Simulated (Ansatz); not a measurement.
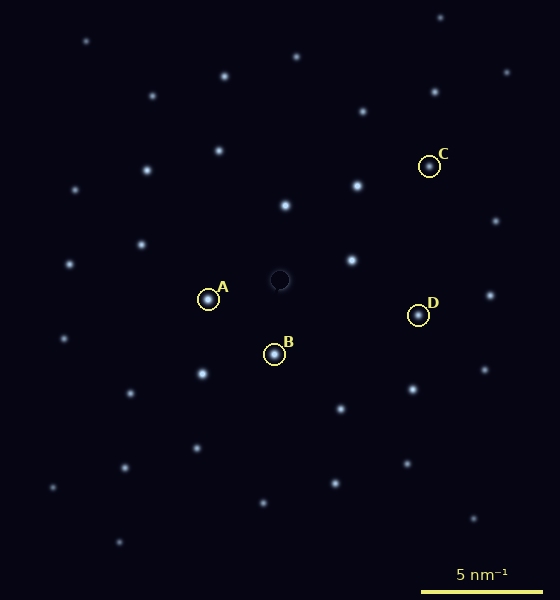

The pattern is a kinematic simulation for 200 kV electrons (no multiple scattering; isotropic B = 0.3 Å²). The zone axis points towards the electron source and the pattern is seen from the source side.

Crystal: Ir, space group Fd-3m (No. 227), a = 5.600 Å. Structure: the geometry relaxed with DFT, RPBE, plane waves (420 eV) with PAW, scalar-relativistic (Ansatz 0.2.0); the starting structure was generated, so it need not be a known form of this composition.

Spot A is indexed -1 1 -1 and spot B -1 1 1.

What are the indices of the remaining marked spots?

Answer. C = −2A − B = 3 -3 1 (d = 1.285 Å). D = −2A + B = 1 -1 3 (d = 1.688 Å).

Give [uvw].

Answer. The cross product of A and B is parallel to [110]; every spot obeys hu + kv + lw = 0.
